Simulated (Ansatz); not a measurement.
Geometry relaxation of Ga5O8 (charge −3) (part 2 of 4)

The same run, continued: Ga5O8 (defect cell, 39 atoms in the cell, total charge −3); DFT PBE, scalar-relativistic, plane waves, PAW, spin-polarised (Ansatz 0.2.0); cutoff 420 eV, 2×2×2 k-mesh, Gaussian smearing of 0.02 eV, collinear spins. The structure derives from a Materials Project entry. It belongs to a series of runs on one base structure; here: V_Ga, charge -3, atoms relaxed at the host's cell.

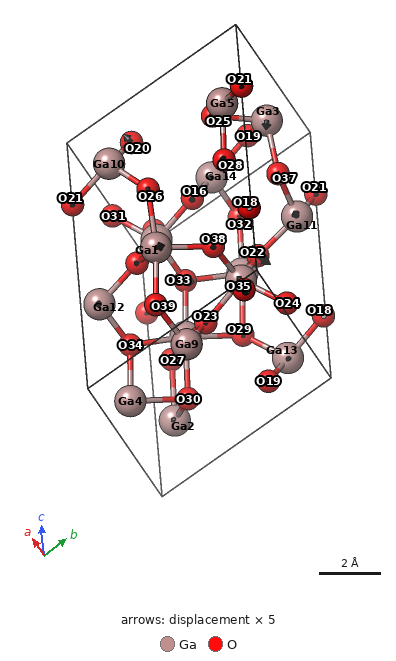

Fig. 1: The starting structure with the displacements as black arrows, magnified 5 times (ball-and-stick view of the cell of the calculation, seen at an oblique angle). The atom that moves furthest is O22 (0.11 Å). By element the largest moves are O 0.11 Å, Ga 0.07 Å. The lattice vectors keep their values. Among the contacts that change: Ga3–O37 1.942 → 1.861 Å, Ga3–O24 2.147 → 2.227 Å, Ga1–O27 2.131 → 2.200 Å, Ga8–O38 1.856 → 1.792 Å. Among the angles that change: O22–Ga11–O37 112.2° → 116.9°, O22–Ga8–O24 107.9° → 103.4°, O26–Ga1–O39 166.9° → 162.6°. Over 4 geometry steps the energy falls by 10.6 meV per atom. Largest force component: 1.7 eV/Å at the start, 0.0049 eV/Å at the end. (Atoms are counted from 1 in the order of the input.)

```
SCF converged after 7 iterations
Magnetization: 0.0000 μB (171.0000 up, 171.0000 down)
Absolute magnetization: 0.0000 μB (∫|ρ↑−ρ↓|, with the PAW one-centre terms)
Spin contamination: 0.0000 ħ² per cell (⟨S²⟩ above its minimum at these occupations)
Per-site moments (μB) at R_I (Å): [(4.082708560935244e-11, 0.7676339021060162), (5.701623910419413e-10, 0.8035126136804337), (-1.0017471644736346e-9, 0.7677603293060519), (9.760850932649707e-10, 0.8031992781307872), (5.489884521280654e-10, 0.8032694712999361), (9.541822776393036e-10, 0.810282098180312), (5.96396235307634e-10, 0.7983495457460349), (-7.770958957410732e-10, 0.7391066604892215), (1.7646825561102448e-10, 0.7580868777836095), (-6.180820243463245e-11, 0.7602517647830375), (-4.788148082625693e-10, 0.7408478041442665), (-5.745908405798137e-10, 0.7548734631892423), (-4.683598327814326e-10, 0.7568816983514919), (-6.819894268388243e-10, 0.7389054124442022), (-6.68782813411064e-10, 0.7425402047684797), (4.227282291576518e-8, 0.7389054124442022), (7.251435270097422e-10, 0.7713017445053759), (5.190982310900688e-9, 0.7662326489437541), (9.402587236550554e-9, 0.7701353754146174), (-2.7042230278084404e-9, 0.7707832097156289), (1.175194621853664e-8, 0.76940175706387), (1.6491188348062397e-8, 0.7691517409801142), (-4.370655189003953e-9, 0.77084480259318), (-7.38444208237336e-10, 0.7901933256747233), (-2.341786686589483e-8, 0.7580868777836095), (3.564348784788841e-8, 0.7602517647830375), (-3.803325448244044e-9, 0.7895878692809221), (-2.928277918343402e-8, 0.7548734631892423), (1.071445042149219e-9, 0.7724673746433113), (-5.159005615233624e-9, 0.7876657538738533), (-5.842942394056054e-9, 0.7842883461376128), (-4.508838880956821e-9, 0.7691530214992186), (-1.2719332399526998e-8, 0.764966923055556), (1.7887782876540814e-9, 0.7670138970219854), (1.097061132283379e-9, 0.7568816983514919), (-9.405354617789094e-10, 0.76975822439884), (-1.2963324657209542e-7, 0.7408478041442665), (6.115028066961267e-8, 0.7391066604892215), (-2.3670019489668386e-9, 0.7675598934946924)]
Free energy (F): -70346.878341 eV
Harris-Foulkes:  -70346.878341 eV  (|F-HF|=7.36e-9)
Internal energy: -70346.878341 eV  (E = F + TS)
E sigma→0 (E₀):  -70346.878341 eV
Fermi energy:    8.718210 eV
--- Per-component energies (eV) ---
  E_band       = -736.146992
  E_kinetic    = 5984.000446
  E_local      = -36850.512670  (includes V_loc(G=0)·N_el)
  E_nonlocal   = 7653.317080
  E_hartree    = 16434.205112
  E_xc         = -2805.721841
  E_vxc        = -3133.898952  (∫ρ·V_xc dr)
  E_paw        = -33766.675550  (= ΣΔE_a)
  E_vpaw       = -7257.519052  (= ΣTr[D̂ρ^β])
  E_aug_tail   = 0.057499  (compensation charges beyond the density's cutoff)
  E_ewald      = -26995.548416
  E_smearing   = -0.000000  (= −TS)
  E_closure    = 0.000000  (closes the sum)
  E_deformation_potential = -47.200921  (in the stress; not in F)
  Σ components = -70346.878341   (vs F -70346.878341, Δ=0.00e0)
--- Forces (eV/Å), atoms counted from 1 ---
  atom   1  Ga    -0.00152355    -0.00146804     0.00113240
  atom   2  Ga     0.00097902     0.00046307    -0.00078311
  atom   3  Ga     0.00186778     0.00045229    -0.00077237
  atom   4  Ga     0.00062139    -0.00045202    -0.00152811
  atom   5  Ga    -0.00112066    -0.00111611     0.00006496
  atom   6  Ga    -0.00193312     0.00083388     0.00053375
  atom   7  Ga    -0.00190575     0.00049012    -0.00114584
  atom   8  Ga    -0.00124117    -0.00021925     0.00012825
  atom   9  Ga    -0.00036536    -0.00077365    -0.00118958
  atom  10  Ga    -0.00099705     0.00271428    -0.00184444
  atom  11  Ga     0.00066150    -0.00180464     0.00161602
  atom  12  Ga     0.00056320    -0.00091301    -0.00093459
  atom  13  Ga    -0.00090726     0.00245723    -0.00092156
  atom  14  Ga    -0.00077196    -0.00485396     0.00029569
  atom  15  Ga     0.00122474     0.00239398     0.00166719
  atom  16  O      0.00013083     0.00092615     0.00047458
  atom  17  O      0.00058333     0.00029813     0.00004881
  atom  18  O     -0.00008885     0.00040757    -0.00002714
  atom  19  O     -0.00047944     0.00035377     0.00018723
  atom  20  O     -0.00142503    -0.00089756    -0.00095828
  atom  21  O     -0.00094530    -0.00103857    -0.00007323
  atom  22  O      0.00094711     0.00096675     0.00013549
  atom  23  O      0.00032603    -0.00057091     0.00020965
  atom  24  O     -0.00084311     0.00039796    -0.00101853
  atom  25  O     -0.00041024     0.00218065     0.00089353
  atom  26  O     -0.00028653     0.00051992     0.00065224
  atom  27  O      0.00211511     0.00018146    -0.00030907
  atom  28  O      0.00120028     0.00284973     0.00165220
  atom  29  O     -0.00071345     0.00091883     0.00116745
  atom  30  O     -0.00032063    -0.00031254     0.00195081
  atom  31  O     -0.00130360    -0.00103065    -0.00081874
  atom  32  O      0.00011686    -0.00061753    -0.00056972
  atom  33  O      0.00194699     0.00039848    -0.00214116
  atom  34  O      0.00083257     0.00120314    -0.00077561
  atom  35  O      0.00129857    -0.00181064     0.00079784
  atom  36  O     -0.00050880    -0.00117613     0.00002931
  atom  37  O      0.00016658    -0.00092004     0.00178589
  atom  38  O      0.00294594    -0.00002300     0.00136893
  atom  39  O     -0.00043166    -0.00137469    -0.00101227
  max |Σ_I F_I| component: 3.44e-5 eV/Å
--- Charged-cell corrections in eV (Makov–Payne, q = -3.000 e, ε = [[11.497, 0.000, -0.562], [0.000, 11.641, 0.000], [-0.562, 0.000, 13.796]]) ---
  F (periodic)     = -70346.878341  (uncorrected; the corrections below are reported, never added to it)
  E_corr1          = +1.992525  (monopole, q²α_M/2ε̄L, of the cell on which ε is isotropic)
  F Makov-Payne    = -70344.885817  (F + E_corr1; no measured alignment; for a localised charge, not one spread in a band: unchecked)
  no potential alignment in this run, which stands beside a crystal: run the host's input off ansatz write-host-input, and read the two finished runs by ansatz place-levels (neither reads a slab, a wire or a sheet, whose cell leaves a vacuum)
--- Band table (eV; the first three rows and the last of 8) ---
  k-point 0 ↑: bands = ["-11.6029", "-11.0979", "-10.9712", "-10.9144", "-10.8114", "-10.7401", "-10.7048", "-10.6286", "-10.5354", "-10.4854", "-10.4347", "-10.3976", "-10.3070", "-10.2926", "-10.2496", "-10.1647", "-10.1155", "-10.0764", "-10.0438", "-9.9927", "-9.9712", "-9.7237", "-9.3632", "-9.3318", "-6.2726", "-6.2627", "-6.2186", "-6.1901", "-6.1805", "-6.1577", "-6.1469", "-6.1346", "-6.1212", "-6.1084", "-6.0995", "-6.0911", "-6.0805", "-6.0703", "-6.0613", "-6.0506",
      "-6.0433", "-6.0351", "-6.0206", "-6.0192", "-5.9977", "-5.9875", "-5.9808", "-5.9751", "-5.9572", "-5.9495", "-5.9446", "-5.9305", "-5.9282", "-5.9175", "-5.9103", "-5.8951", "-5.8815", "-5.8741", "-5.8619", "-5.8494", "-5.8375", "-5.8224", "-5.8129", "-5.7980", "-5.7860", "-5.7788", "-5.7729", "-5.7646", "-5.7588", "-5.7507", "-5.7447", "-5.7334", "-5.7179", "-5.7111", "-5.6999", "-5.6857", "-5.6788", "-5.6699", "-5.6607", "-5.6461",
      "-5.6388", "-5.6329", "-5.6230", "-5.6090", "-5.5868", "-5.5664", "-5.5333", "-5.5230", "-5.4237", "-5.3710", "-5.2976", "-5.2126", "-5.1811", "-5.1226", "-5.0664", "-5.0174", "-4.9488", "-4.9423", "-4.8490", "0.0882", "0.3352", "0.5103", "0.7670", "0.8377", "1.0543", "1.1651", "1.4790", "1.6152", "1.7479", "1.8854", "2.0264", "2.1061", "2.1932", "2.3965", "2.6176", "2.8587", "3.0414", "3.1278", "3.1972", "3.2477",
      "3.3530", "3.4118", "3.5053", "3.6510", "3.7508", "3.8054", "3.9147", "3.9872", "4.1705", "4.2268", "4.3358", "4.3619", "4.4610", "4.5592", "4.6109", "4.6986", "4.8261", "4.8581", "4.9457", "5.1201", "5.1923", "5.2243", "5.2913", "5.3830", "5.4294", "5.4998", "5.6083", "5.6894", "5.7365", "5.8020", "5.8782", "5.9150", "6.0073", "6.0570", "6.1008", "6.1326", "6.1749", "6.2376", "6.2828", "6.3257",
      "6.4095", "6.4889", "6.5710", "6.6757", "6.7250", "6.7827", "6.8552", "6.9793", "7.1240", "7.2983", "7.3809", "10.0555", "12.4140", "12.5408", "12.7017", "12.8465", "12.9997", "13.0525", "13.1329", "13.3159", "13.4727", "13.5421", "13.8577", "14.0038", "14.0793", "14.5112", "14.8203", "14.9030", "15.0142", "15.3263", "15.4264", "15.5277", "15.7241", "15.8947", "16.0763", "16.2408", "16.2969", "16.5523", "16.8260", "16.9357",
      "17.0015", "17.3722", "17.5776", "17.6934", "17.7610", "17.8499", "18.1165", "18.2754", "18.3466", "18.4533", "18.6602"]
  k-point 1 ↑: bands = ["-11.5427", "-11.2292", "-11.0335", "-10.8948", "-10.8141", "-10.6877", "-10.6572", "-10.5942", "-10.5418", "-10.4682", "-10.4295", "-10.3755", "-10.3159", "-10.2870", "-10.2394", "-10.1768", "-10.1281", "-10.0966", "-10.0458", "-10.0038", "-9.9719", "-9.7243", "-9.3643", "-9.3329", "-6.2755", "-6.2596", "-6.2187", "-6.1921", "-6.1798", "-6.1579", "-6.1489", "-6.1329", "-6.1229", "-6.1078", "-6.0993", "-6.0921", "-6.0825", "-6.0726", "-6.0653", "-6.0542",
      "-6.0378", "-6.0289", "-6.0199", "-6.0104", "-6.0010", "-5.9944", "-5.9877", "-5.9772", "-5.9633", "-5.9518", "-5.9438", "-5.9289", "-5.9226", "-5.9132", "-5.9044", "-5.8959", "-5.8819", "-5.8766", "-5.8686", "-5.8509", "-5.8363", "-5.8211", "-5.8091", "-5.8022", "-5.7914", "-5.7770", "-5.7752", "-5.7663", "-5.7537", "-5.7489", "-5.7396", "-5.7229", "-5.7205", "-5.7073", "-5.7030", "-5.6918", "-5.6817", "-5.6659", "-5.6571", "-5.6505",
      "-5.6364", "-5.6192", "-5.6077", "-5.5940", "-5.5822", "-5.5575", "-5.5167", "-5.4720", "-5.4388", "-5.3908", "-5.3475", "-5.2296", "-5.2234", "-5.1286", "-5.0786", "-5.0146", "-4.9442", "-4.9006", "-4.8778", "0.2828", "0.4793", "0.6602", "0.7561", "0.8884", "0.9774", "1.0076", "1.1529", "1.3165", "1.4798", "1.9667", "2.0988", "2.1420", "2.3347", "2.6918", "2.8056", "2.9192", "3.0251", "3.1050", "3.1874", "3.2168",
      "3.3689", "3.4143", "3.5209", "3.5675", "3.6710", "3.7030", "3.8564", "3.9377", "4.0465", "4.1605", "4.2976", "4.4458", "4.5828", "4.6597", "4.7491", "4.8137", "4.8762", "4.9358", "4.9925", "5.0537", "5.1225", "5.1862", "5.2503", "5.3864", "5.4152", "5.5077", "5.5993", "5.6526", "5.7316", "5.8249", "5.8586", "5.9291", "5.9568", "6.0516", "6.0860", "6.1267", "6.1816", "6.2513", "6.2881", "6.3905",
      "6.4167", "6.5193", "6.5562", "6.6006", "6.7155", "6.7613", "6.8386", "6.9381", "7.1526", "7.2663", "7.3292", "10.6043", "11.7064", "12.2486", "12.5978", "12.7060", "12.9409", "13.1274", "13.1824", "13.3335", "13.5797", "13.7828", "13.9339", "14.0849", "14.2873", "14.4417", "14.5344", "15.0583", "15.2894", "15.3792", "15.5028", "15.6506", "15.7690", "15.9208", "15.9855", "16.4769", "16.5093", "16.5900", "16.7860", "16.8917",
      "17.0184", "17.2854", "17.4416", "17.6563", "17.7298", "17.8572", "18.0012", "18.0327", "18.1270", "18.3295", "18.4920"]
  k-point 2 ↑: bands = ["-11.5028", "-11.2128", "-11.0425", "-10.9881", "-10.8252", "-10.7034", "-10.6300", "-10.5827", "-10.5383", "-10.4797", "-10.4554", "-10.3509", "-10.3146", "-10.2674", "-10.2286", "-10.1920", "-10.1260", "-10.0935", "-10.0305", "-9.9973", "-9.9761", "-9.7234", "-9.3611", "-9.3316", "-6.2789", "-6.2638", "-6.2271", "-6.1998", "-6.1848", "-6.1577", "-6.1430", "-6.1364", "-6.1170", "-6.1078", "-6.1020", "-6.0908", "-6.0870", "-6.0718", "-6.0640", "-6.0559",
      "-6.0421", "-6.0284", "-6.0242", "-6.0146", "-6.0010", "-5.9932", "-5.9843", "-5.9735", "-5.9616", "-5.9504", "-5.9437", "-5.9328", "-5.9208", "-5.9182", "-5.9026", "-5.8971", "-5.8916", "-5.8808", "-5.8717", "-5.8604", "-5.8399", "-5.8257", "-5.8196", "-5.8077", "-5.7986", "-5.7764", "-5.7711", "-5.7602", "-5.7538", "-5.7432", "-5.7364", "-5.7265", "-5.7199", "-5.7067", "-5.6971", "-5.6929", "-5.6796", "-5.6682", "-5.6621", "-5.6429",
      "-5.6285", "-5.6207", "-5.6022", "-5.5855", "-5.5607", "-5.5266", "-5.4674", "-5.4213", "-5.3789", "-5.3535", "-5.3240", "-5.2687", "-5.2135", "-5.1528", "-5.1045", "-5.0406", "-5.0220", "-4.9417", "-4.8883", "0.3852", "0.4265", "0.5707", "0.7898", "0.8655", "0.9543", "1.0794", "1.1785", "1.3220", "1.4710", "1.9283", "2.0404", "2.2043", "2.4440", "2.5352", "2.5726", "2.7764", "2.8642", "3.0659", "3.1472", "3.3840",
      "3.4149", "3.5125", "3.5802", "3.6525", "3.7886", "3.8527", "4.0067", "4.0840", "4.1453", "4.2696", "4.2947", "4.3812", "4.4496", "4.5138", "4.6045", "4.7071", "4.7651", "4.8761", "4.9635", "5.0696", "5.1453", "5.2421", "5.2803", "5.4363", "5.4996", "5.5467", "5.6434", "5.6819", "5.7530", "5.8462", "5.8674", "5.9205", "6.0021", "6.0154", "6.0679", "6.1172", "6.1477", "6.2460", "6.2799", "6.3180",
      "6.4092", "6.4467", "6.5335", "6.6365", "6.7059", "6.7639", "6.8752", "6.9878", "7.1419", "7.2705", "7.3176", "10.9141", "11.7784", "12.2404", "12.2931", "12.4074", "13.0309", "13.2312", "13.2973", "13.4192", "13.6036", "13.7243", "13.8282", "14.2387", "14.2799", "14.5045", "14.6938", "14.8878", "15.0086", "15.1886", "15.4559", "15.5666", "15.7082", "15.8718", "16.0190", "16.2882", "16.4010", "16.4693", "16.6962", "16.8459",
      "16.9380", "17.1203", "17.2804", "17.5343", "17.7319", "17.8314", "18.0394", "18.2245", "18.2905", "18.3551", "18.4652"]
```
